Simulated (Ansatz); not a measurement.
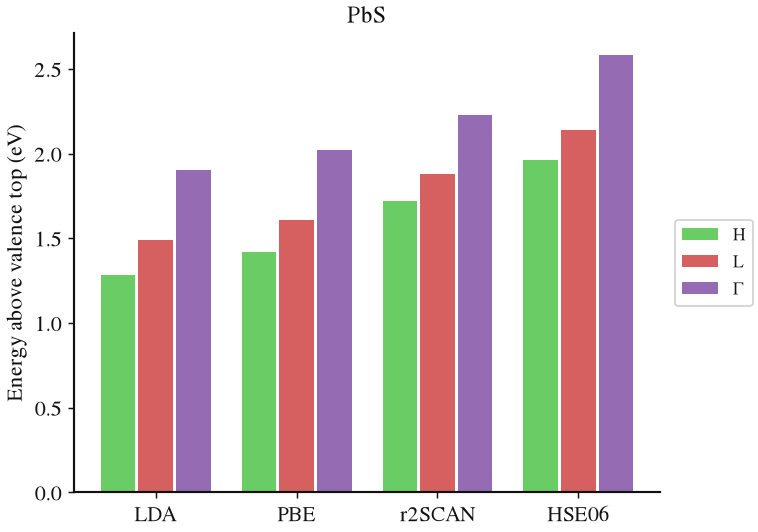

Lowest conduction level at each named k point, counted from the valence-band top at H, by several methods on one cell of PbS (wurtzite type before relaxing), space group P6_3mc, 4 atoms in the cell, relaxed with r2SCAN; a = 4.997 Å, c = 5.998 Å (hexagonal axes). All runs are without spin-orbit coupling and carry no moments.

```csv
method,program,H (eV),L (eV),Γ (eV)
LDA,Ansatz,1.28,1.49,1.90
PBE,Ansatz,1.42,1.61,2.02
r2SCAN,Ansatz,1.72,1.88,2.23
HSE06,Ansatz,1.96,2.14,2.58
```

One method is left out: PBE0. Predict its row. It was run as: PBE0, Ansatz PAW set, 6×6×4 k mesh, 420 eV cutoff, fixed occupations (Ansatz).

PBE0 keeps the long-range exact exchange that HSE06 screens off, so it lies above HSE06, here by 0.63 eV at H. PBE0 gives 2.59 eV at H, 2.78 eV at L and 3.24 eV at Γ, which is +1.17 eV from PBE at H.

Does PBE0 shift these levels rigidly from PBE?

The shifts are +1.17 eV at H, +1.17 eV at L and +1.22 eV at Γ, and at points that aren't plotted +1.22 eV (A), +1.29 eV (M) and +1.27 eV (K): over the named points that both runs hold, a spread of 0.12 eV on a mean of 1.22 eV, so one shift describes them well.

How do the methods rank at H?

From low to high: LDA 1.28, PBE 1.42, r2SCAN 1.72, HSE06 1.96, PBE0 2.59 eV.

Settings. LDA: Ansatz PAW set, 6×6×4 k mesh, 420 eV cutoff, fixed occupations (Ansatz 0.2.0). PBE: Ansatz PAW set, 6×6×4 k mesh, 420 eV cutoff, Fermi-Dirac smearing of 0.02 eV (Ansatz 0.2.0). r2SCAN: Ansatz PAW set, 6×6×4 k mesh, 500 eV cutoff, fixed occupations (Ansatz). HSE06: Ansatz PAW set, 6×6×4 k mesh, 420 eV cutoff, fixed occupations (Ansatz 0.2.0).

Spin-orbit coupling is left out, which matters for Pb. The usual form of PbS is rocksalt. LDA, r2SCAN, HSE06 and PBE0: the PAW data sets were made with another functional.
